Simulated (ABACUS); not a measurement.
# Energy of CoO along an even scaling of the cell

System: CoO (R-3m, 2 atoms in the cell).
Method: Kohn-Sham DFT of a periodic cell, PBE, PseudoDojo NC SR 0.4.1 PBE standard, spin-polarised (ABACUS 3.10.1).

The 7 runs differ only in the geometry, by an even scaling of the cell at fixed fractional positions. The structure derives from a Materials Project entry.

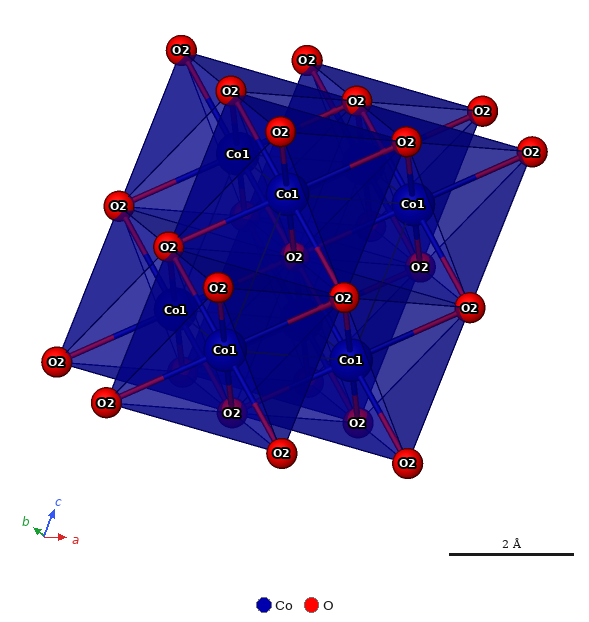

Figure 1. The structure of run 4 (polyhedral view of the cell of the calculation, seen at an oblique angle; polyhedra are completed across the faces of the cell; atoms are numbered from 1 in the order of the input).

## Input file of run 4
```
INPUT_PARAMETERS
suffix              CoO
calculation         scf
basis_type          pw
pseudo_dir          ./
symmetry            1
dft_functional      pbe
ecutwfc             97
pseudo_rcut         10
nspin               2
nbands              17
ks_solver           dav
smearing_method     fd
smearing_sigma      0.00367493
scf_thr             1e-08
scf_nmax            100
mixing_type         broyden
mixing_beta         0.4
cal_force           1
cal_stress          1
kpar                4
```

## File STRU of run 4
```
ATOMIC_SPECIES
Co 58.9332 Co.upf
O 15.9990 O.upf

LATTICE_CONSTANT
1.8897261246

LATTICE_VECTORS
1.5054695445 0.8691832468 2.4399269062
-1.5054695445 0.8691832468 2.4399269062
0.0000000000 -1.7383664936 2.4399269062

ATOMIC_POSITIONS
Direct

Co
0.0
1
0.0000000000 0.0000000000 0.0000000000 1 1 1 mag 2

O
0.0
1
0.5000000000 0.5000000000 0.5000000000 1 1 1 mag 0
```

## File KPT of run 4
```
K_POINTS
0
Gamma
11 11 11 0 0 0
```

Command:
```bash
OMP_NUM_THREADS=1 mpirun -np 4 abacus > log
```

Lattice vectors (Å) and fractional positions of run 4:
```
   1.505470    0.869183    2.439927
  -1.505470    0.869183    2.439927
   0.000000   -1.738366    2.439927
Co  0.000000  0.000000  0.000000
O   0.500000  0.500000  0.500000
```

Run 5 differs from it as follows:
```diff
-1.5054695445 0.8691832468 2.4399269062
--1.5054695445 0.8691832468 2.4399269062
-0.0000000000 -1.7383664936 2.4399269062
+1.5154398320 0.8749395950 2.4560858334
+-1.5154398320 0.8749395950 2.4560858334
+0.0000000000 -1.7498791900 2.4560858334
```

## Results, with one run withheld

| run | volume per atom (Å³) | free energy per atom, from the lowest run given (meV) | pressure (GPa) |
| --- | --- | --- | --- |
| 1 | 9.003 | 21.40 | 12.25 |
| 2 | 9.195 | 9.35 | 7.89 |
| 3 | 9.387 | 2.32 | 3.81 |
| 4 | 9.578 | 0.00 | 0.03 |
| 5 | 9.770 | ? | ? |
| 6 | 9.961 | 8.15 | −6.70 |
| 7 | 10.153 | 17.86 | −9.58 |

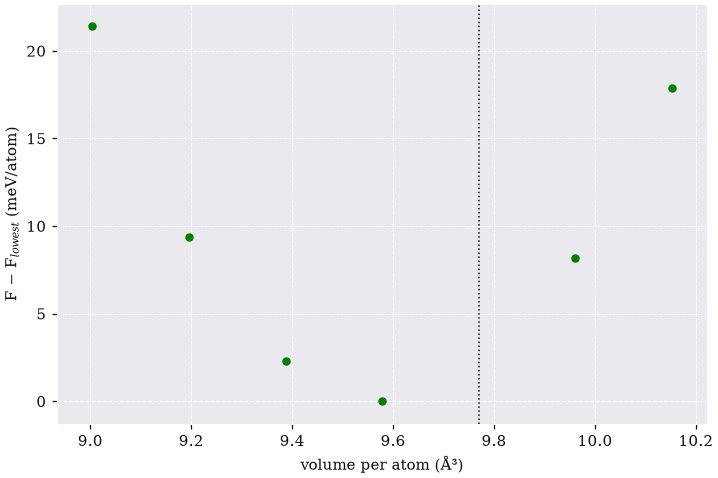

Figure 2. Free energy per atom of the runs given; the dotted line marks run 5.

Fit the runs given and predict run 5.

A cubic polynomial in V^(−2/3) (the Birch–Murnaghan form), fitted to the 6 runs given, misses them by at most 0.04 meV per atom. With x = V^(−2/3) − 0.22244 Å⁻², it reads F = 0.18147 + 377.45 x + 2.4644e+05 x² − 5.838e+05 x³ (meV per atom). At run 5 it gives 2.08 meV per atom, and the run itself gives 2.07. The slope of the fit gives a pressure −dF/dV of −3.43 GPa there, and the run prints −3.51 GPa. The two needn't agree exactly: the fit is approximate, and the printed stress is taken on a finite basis. The fit has its minimum at 9.581 Å³ per atom, where V d²F/dV² gives 181 GPa. Cell shape and fractional positions are held, so this is the stiffness under even scaling; the relaxed bulk modulus wasn't computed.

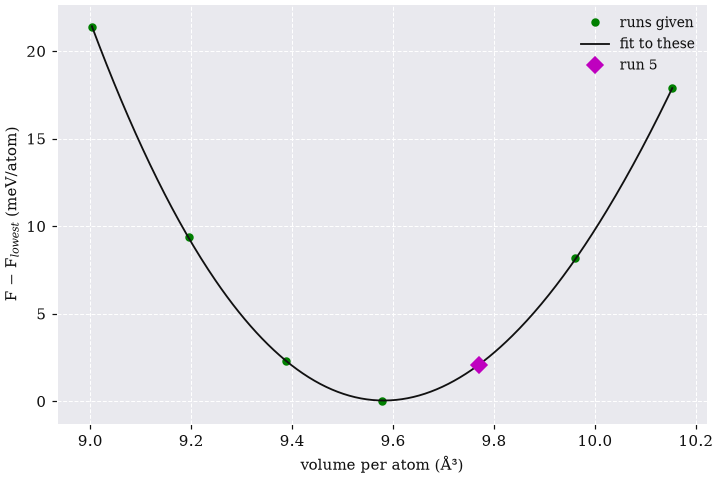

Figure 3. The fit and the withheld run.

## Some lines of the output (run 5)
```
[...]
 E_Fermi        1.0178429948         13.8484643993
 E_Fermi        1.0284916538         13.9933468368
 E_Fermi        1.0228156383         13.9161206838
 E_Fermi        1.0244016792         13.9376998775
 E_Fermi        1.0254566270         13.9520531791
 E_Fermi        1.0255149233         13.9528463412
 E_Fermi        1.0255663145         13.9535455539
 E_Fermi        1.0255399457         13.9531867879
 E_KS(sigma->0) -339.0655579805      -4613.2235840841
 E_Fermi        1.0255531989         13.9533671072
 final etot is -4613.2393401 eV
 EFERMI = 13.953367107 eV
 TOTAL-PRESSURE: -35.070647 KBAR
 !FINAL_ETOT_IS -4613.2393401225335765 eV
```
